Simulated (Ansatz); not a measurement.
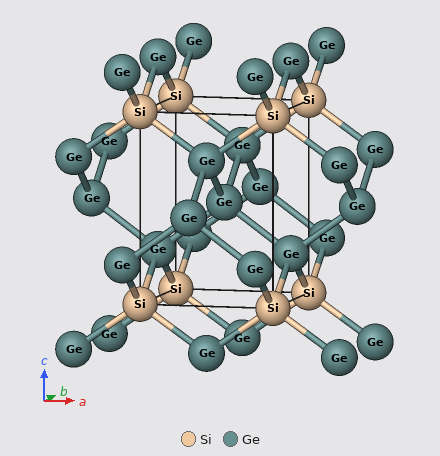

View slightly off an axis, drawn as a ball-and-stick model. The wireframe shows the conventional unit cell. Neighbours across the faces are drawn wherever a bond reaches them.

SiGe₃, space group P-4m2 (No. 115), a = 3.970 Å, b = 3.970 Å, c = 5.594 Å, α = 90.00°, β = 90.00°, γ = 90.00°. The model was built from a structure type filled with these elements by a generator (whether the compound takes this form wasn't checked). Earlier steps of the study may have refined or changed the cell and positions. Ansatz was used for an electronic-structure calculation on it.

This one geometry was computed with Ansatz (DFT, plane waves, PAW) at five levels of theory: PBE with spin-orbit coupling, r2SCAN, HSE06, PBE0 and PBE. It was relaxed beforehand with r2SCAN.

Q: Which level gives the highest pressure at this volume, and what does that say about its equilibrium volume?

A: Highest: PBE with spin-orbit coupling (2.6 GPa) and PBE (2.6 GPa), which points to the largest equilibrium volume. Lowest, with the smallest volume: r2SCAN (0.0 GPa), HSE06 (0.4 GPa) and PBE0 (0.2 GPa). Levels within 0.5 GPa of each other can't be told apart.

Q: How does the band gap change with the level of theory?

A: PBE with spin-orbit coupling: a gap of 0.21 eV, indirect; PBE: a gap of 0.29 eV, indirect; r2SCAN: a gap of 0.57 eV, indirect; HSE06: a gap of 0.95 eV, indirect; PBE0: a gap of 1.54 eV, indirect.

Q: Collect the results in a table.

A:
| level | cutoff (eV) | k-mesh of the run's cell | gap (eV) | pressure (GPa) |
| --- | --- | --- | --- | --- |
| PBE with spin-orbit coupling | 420 | 6×6×6 | 0.21 | 2.6 |
| r2SCAN | 500 | 6×6×6 | 0.57 | 0.0 |
| HSE06 | 420 | 4×4×4 | 0.95 | 0.4 |
| PBE0 | 420 | 4×4×4 | 1.54 | 0.2 |
| PBE | 420 | 6×6×6 | 0.29 | 2.6 |

Gaps are taken on the k-mesh or band path of each run.
